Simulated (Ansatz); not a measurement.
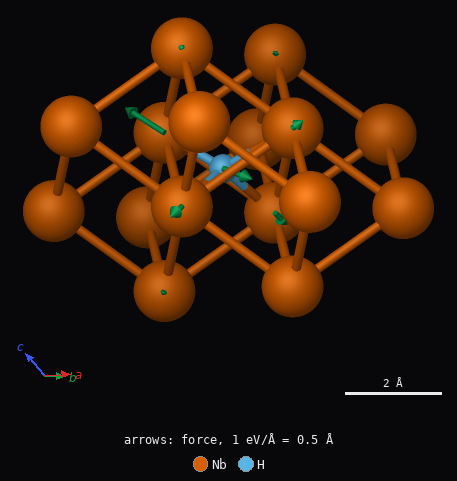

Starting geometry of a defect cell of composition Nb32H with the computed forces as green arrows. The picture is a ball-and-stick view of the atoms within 4.2 Å of the atom that moves most (axes of the conventional cell (2 times the calculation's cell)), seen from a free direction. Lengths and directions refer to the drawn axes.

Case: H interstitial, charge +0, atoms relaxed.

All numbers below come from Ansatz 0.2.0, DFT PBE, scalar-relativistic, plane waves, PAW.

Input file:
```yaml
crystal:
  lattice:
    - [0.0, -6.6224786111, 6.6224786111]
    - [6.6224786111, -6.6224786111, 0.0]
    - [6.6224786111, 0.0, 6.6224786111]
  atoms:
    - { symbol: Nb, position: [0.0, 0.5, 0.0] }
    - { symbol: Nb, position: [0.5, 0.5, 0.0] }
    - { symbol: Nb, position: [0.125, 0.625, 0.125] }
    - { symbol: Nb, position: [0.625, 0.625, 0.125] }
    - { symbol: Nb, position: [0.25, 0.75, 0.25] }
    - { symbol: Nb, position: [0.75, 0.75, 0.25] }
    - { symbol: Nb, position: [0.375, 0.875, 0.375] }
    - { symbol: Nb, position: [0.875, 0.875, 0.375] }
    - { symbol: Nb, position: [0.0, 0.0, 0.0] }
    - { symbol: Nb, position: [0.5, 0.0, 0.0] }
    - { symbol: Nb, position: [0.125, 0.125, 0.125] }
    - { symbol: Nb, position: [0.625, 0.125, 0.125] }
    - { symbol: Nb, position: [0.25, 0.25, 0.25] }
    - { symbol: Nb, position: [0.75, 0.25, 0.25] }
    - { symbol: Nb, position: [0.375, 0.375, 0.375] }
    - { symbol: Nb, position: [0.0, 0.5, 0.5] }
    - { symbol: Nb, position: [0.875, 0.375, 0.375] }
    - { symbol: Nb, position: [0.5, 0.5, 0.5] }
    - { symbol: Nb, position: [0.125, 0.625, 0.625] }
    - { symbol: Nb, position: [0.625, 0.625, 0.625] }
    - { symbol: Nb, position: [0.25, 0.75, 0.75] }
    - { symbol: Nb, position: [0.75, 0.75, 0.75] }
    - { symbol: Nb, position: [0.375, 0.875, 0.875] }
    - { symbol: Nb, position: [0.875, 0.875, 0.875] }
    - { symbol: Nb, position: [0.0, 0.0, 0.5] }
    - { symbol: Nb, position: [0.5, 0.0, 0.5] }
    - { symbol: Nb, position: [0.125, 0.125, 0.625] }
    - { symbol: Nb, position: [0.625, 0.125, 0.625] }
    - { symbol: Nb, position: [0.25, 0.25, 0.75] }
    - { symbol: Nb, position: [0.75, 0.25, 0.75] }
    - { symbol: Nb, position: [0.375, 0.375, 0.875] }
    - { symbol: Nb, position: [0.875, 0.375, 0.875] }
    - { symbol: H, position: [0.805301679, 0.0753268767, 0.1950947908] }
basis:
  ecutwfc: 420
  xc_grid: 2
kpoints:
  mp_grid: { grid: [3, 3, 3], shift: [0.0, 0.0, 0.0] }
hamiltonian:
  xc: pbe
scf:
  occupations: { method: gaussian, width: 0.1 }
output:
  forces: true
  stress: false
  eigenvalues: true
relax:
  adjacent_minimum: "off"
  f_tol: 0.02
  max_steps: 60
```

Run as
```bash
ansatz run input.yaml --threads 4 --pin off --max-ram 10240MiB --backend cpu --events-out ev --progress --plain --runs-dir out
```

Q: What follows when this structure is relaxed?

A: It isn't relaxed: the largest force vector, on Nb14, is 2.33 eV/Å. The atoms end up moving mostly along the starting forces (cosine between the two patterns 0.88). Over 3 accepted moves (4 points after the start) the energy falls by 0.266 eV per cell of the calculation. Largest force component: 2 eV/Å at the start, 0.0039 eV/Å at the end. 1 step only repeated the SCF at the same geometry. H33 moves most: 0.14 Å along [1 0 −1]. By element the largest moves are H 0.14 Å, Nb 0.08 Å. The cell stays as it was. Near-neighbour distances that change, for instance: Nb14–H33 1.714 → 1.921 Å, Nb12–Nb14 2.868 → 2.981 Å, Nb8–H33 1.871 → 1.922 Å, Nb12–H33 1.875 → 1.922 Å. Bond angles that change, for instance: Nb8–H33–Nb9 97.0° → 101.7°, Nb8–H33–Nb14 106.2° → 101.7°, Nb9–H33–Nb14 128.7° → 126.5°.
